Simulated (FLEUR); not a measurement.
System: Ir (space group Fm-3m).

Method: all-electron LAPW DFT, no spin polarisation; energies at scaled volumes of the given cell, shape and fractions fixed, counted from the fit's minimum, third-order Birch-Murnaghan fit (FLEUR MaX-R8.1 (later development tree)). All runs: no spin polarisation.

```tsv
setting	value
k mesh	12×12×12
occupations	Fermi–Dirac
smearing width	0.05 eV
potentials	all electron
```

Describe the result: the energy against volume, with one curve for each functional. The cases: SCAN; PBEsol.

The fitted equilibrium volumes, smallest first, are SCAN 13.857, PBEsol 14.037 Å³/atom. The fitted bulk moduli, smallest first, are PBEsol 387.5, SCAN 410.1 GPa.

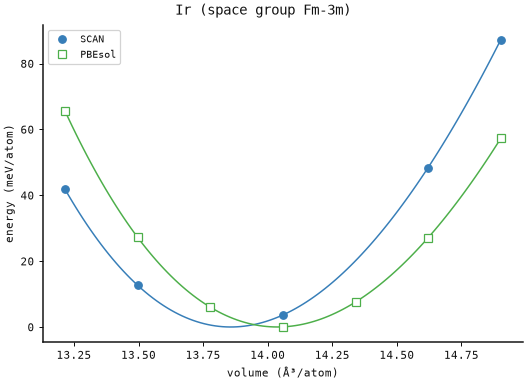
